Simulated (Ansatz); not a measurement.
System: BaTiO₃, space group P4mm (No. 99).

The given structure:
```xyz
5
Lattice="3.9854 0.0000 0.0000 0.0000 3.9854 0.0000 0.0000 0.0000 4.2005" Properties=species:S:1:pos:R:3 pbc="T T T"
Ba    1.9927    1.9927    2.4836
Ti    0.0000    0.0000    0.4554
O     0.0000    1.9927    0.2531
O     1.9927    0.0000    0.2531
O     0.0000    0.0000    2.2675
```

Input of one of the runs behind the figure:
```
crystal:
  lattice:
    - [3.9854497974, 0.0, 0.0]
    - [0.0, 3.9854497974, 0.0]
    - [0.0, 0.0, 4.2004826447]
  atoms:
    - { symbol: Ba, position: [0.5, 0.5, 0.5912757143] }
    - { symbol: Ti, position: [0.0, 0.0, 0.1084227174] }
    - { symbol: O, position: [0.0, 0.5, 0.0602445497] }
    - { symbol: O, position: [0.5, 0.0, 0.0602445497] }
    - { symbol: O, position: [0.0, 0.0, 0.5398094588] }
basis:
  ecutwfc: 420
kpoints:
  mp_grid: { grid: [8, 8, 6] }
hamiltonian:
  xc: pbe
scf:
  occupations: { method: gaussian, width: 0.02 }
output:
  forces: true
  stress: true
  eigenvalues: true
```

Command:
```bash
ansatz run input.yaml --threads 1 --pin off --max-ram 2560MiB --backend cpu --events-out ev --progress --plain --runs-dir out
```

Calculation (Ansatz 0.2.0): energy, stress and cell of a relaxed crystal along a series of strains, atoms and what the cell freedom names relaxed within the symmetry; stress is positive in compression; plane waves with PAW datasets, Γ-centred k mesh; energies extrapolated to zero smearing. Level: PBE, no spin polarisation.

- wave cutoff: 420 eV
- k mesh: 8×8×6
- occupations: Gaussian
- smearing width: 0.02 eV
- strain kind: stretch along c with a and b held
- cell freedom: cell held, only c stretched

What does the calculation give for the energy change, stress zz and band gap against strain? The strain takes the values −4.5, −3.0, −1.5, 0.0, 1.5, 3.0, 4.5 %.

The energy rises on both sides of the starting structure, which is therefore a minimum along this path. The energy change is 9.55 meV/atom at strain −4.5 % and 5.71 meV/atom at 4.5 %; the lowest computed point is at strain 0.0 % (0.00 meV/atom). The stress zz falls from 5.76 GPa at strain −4.5 % to −2.73 GPa at 4.5 %, and changes sign near 0.1 %. The band gap stays open and runs from 1.870 eV at strain −4.5 % to 1.836 eV at 4.5 %, with its least value, 1.836 eV, at 3.0 %.

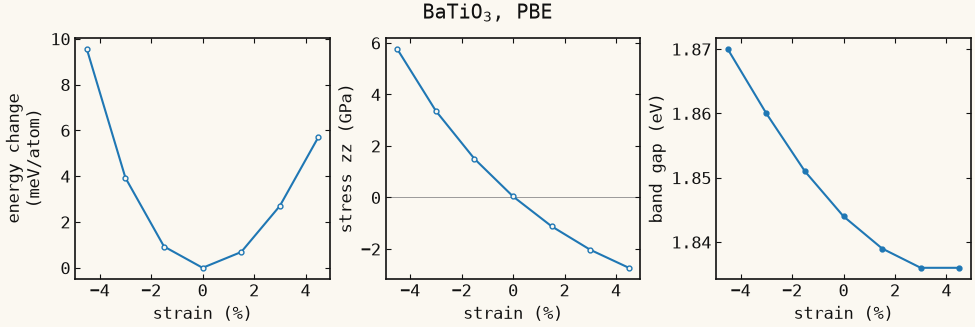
